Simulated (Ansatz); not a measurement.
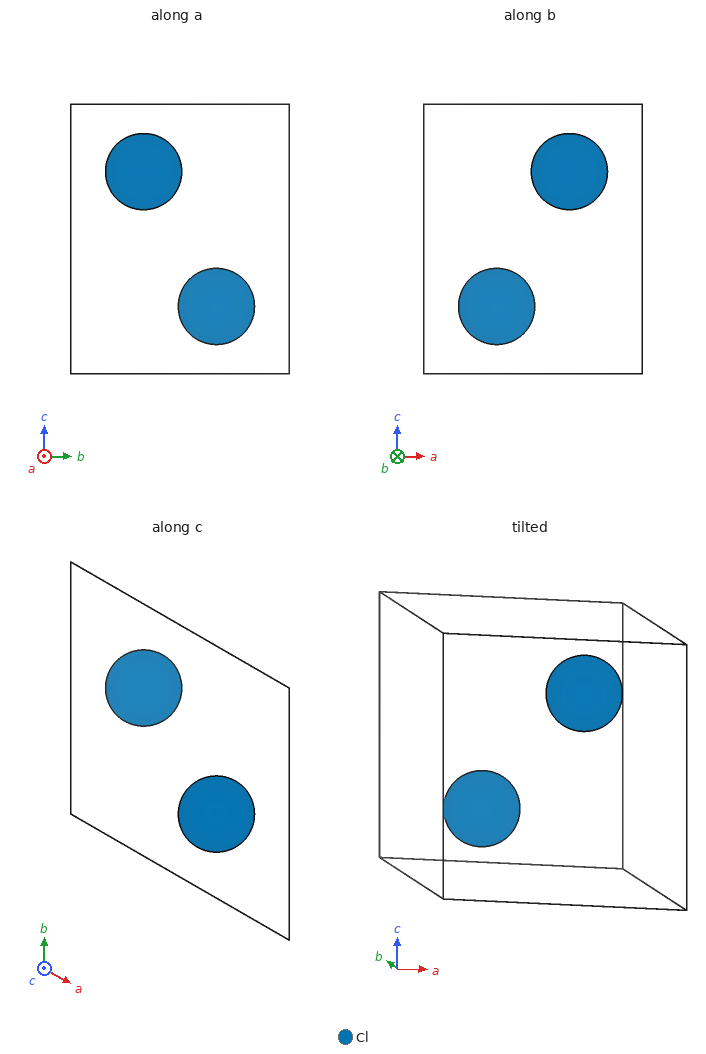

An orthographic spheres-only view of the structure, along the a axis, along the b axis, along the c axis and slightly off an axis. The lines enclose the conventional unit cell; boundary atoms appear with their images.

Lattice parameters: a = 3.619 Å, b = 3.619 Å, c = 3.871 Å, α = 90.00°, β = 90.00°, γ = 120.00°.

From the views, write a table of Wyckoff sites.

Answer. Space group P6_3/mmc (No. 194).
| atom | site | x | y | z |
| --- | --- | --- | --- | --- |
| Cl | 2c | 0.3333 | 0.6667 | 0.2500 |

The cell started as a structure type filled with this element by a generator (whether the element takes this form wasn't checked). The cell was then strained or its atoms displaced on purpose. Ansatz was used for an electronic-structure calculation on it.
